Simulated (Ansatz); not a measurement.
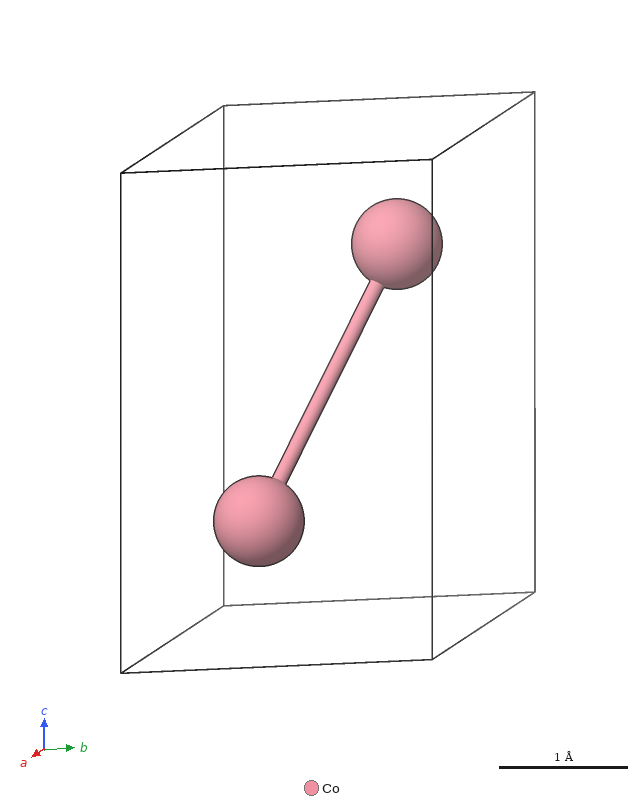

The crystal in a ball-and-stick representation, seen slightly off an axis. The edges of the conventional unit cell are marked. Cell: a = 2.49 Å, b = 2.49 Å, c = 4.03 Å, α = 90.00°, β = 90.00°, γ = 120.00°.

The structure comes from a structure listed in the Materials Project. Earlier steps of the study may have refined or changed the cell and positions. It went into a calculation with Ansatz.

**What is this?**

The element is cobalt. The structure has P6_3/mmc (No. 194) symmetry and a primitive hexagonal lattice. It belongs to the family called hexagonal close-packed (Mg type). The cell holds two atoms. Co sits among twelve Co in an anticuboctahedral arrangement at about 2.5 Å. The bonds build a three-dimensional framework.

Theory: DFT PBE, scalar-relativistic, plane waves, PAW (Ansatz 0.2.0). Numerical settings: plane waves up to 420 eV, an 18×18×10 sampling of the Brillouin zone, Gaussian smearing of 0.1 eV, collinear spins.

**Which atoms carry magnetic moments in this run, and how do they order?**

The state reached is ferromagnetic. Sizes: Co 1.7 μB; net moment 3.2 μB in the run's cell of 2 atoms.

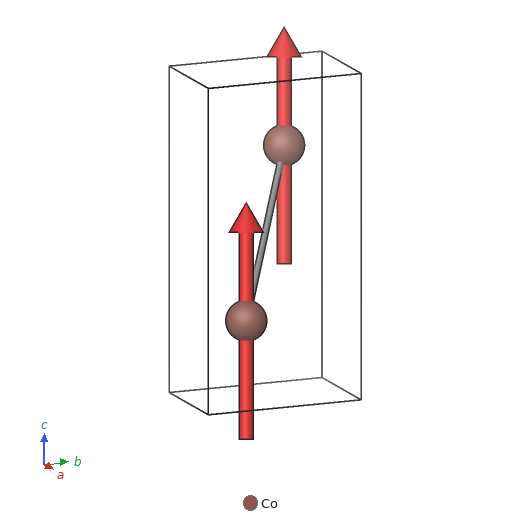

Site moments above 0.25 μB as arrows, small induced ones on non-metal atoms left out (red along the largest or up, blue against, purple across). The run's cell of 2 atoms is drawn.

**Is it conducting or gapped at this level?**

A metal: bands cross the Fermi level.

**Is the structure in equilibrium?**

Yes. All forces vanish to within 0.01 eV/Å. The pressure is 0.0 GPa, close to zero.
